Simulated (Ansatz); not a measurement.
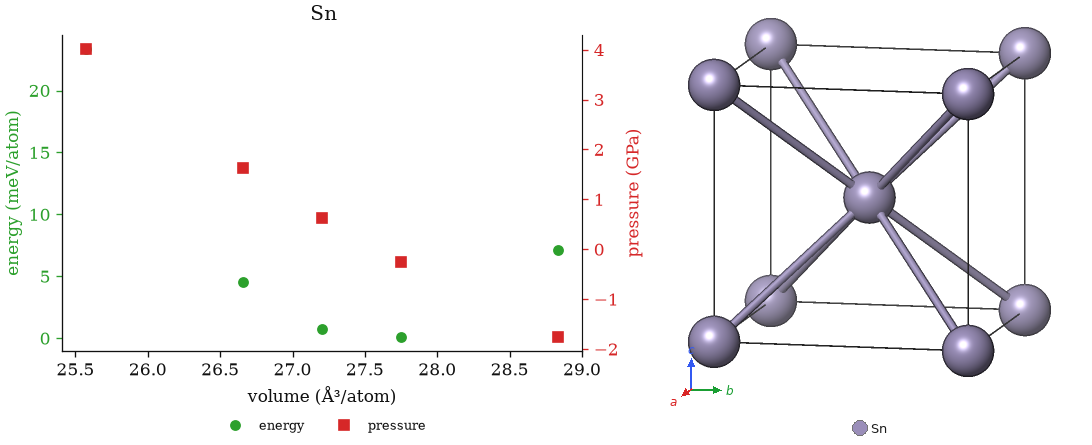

The picture above shows the energy and pressure against volume for Sn, space group Im-3m (No. 229). The conventional cell is drawn beside the plot.

The given structure:
```
CELL_PARAMETERS angstrom
-1.89465 1.89465 1.89465
1.89465 -1.89465 1.89465
1.89465 1.89465 -1.89465
ATOMIC_POSITIONS crystal
Sn 0.00000 0.00000 0.00000
```

How it was computed, with Ansatz 0.2.0: all-electron LAPW DFT, no spin polarisation; energies at scaled volumes of the given cell, shape and fractions fixed, counted from the fit's minimum, third-order Birch-Murnaghan fit. Level: PBE.

```tsv
setting	value
k mesh	10×10×10
occupations	Fermi–Dirac
smearing width	0.05 eV
potentials	all electron LAPW, scalar relativistic
program settings	basis error eV/atom 0.0005
```

The points at volume 26.12 Å³/atom and 28.29 Å³/atom are left out of the plot. What values does the calculation give there?

```csv
volume (Å³/atom),energy (meV/atom),pressure (GPa)
26.12,11.91,2.74
28.29,2.34,-1.04
```
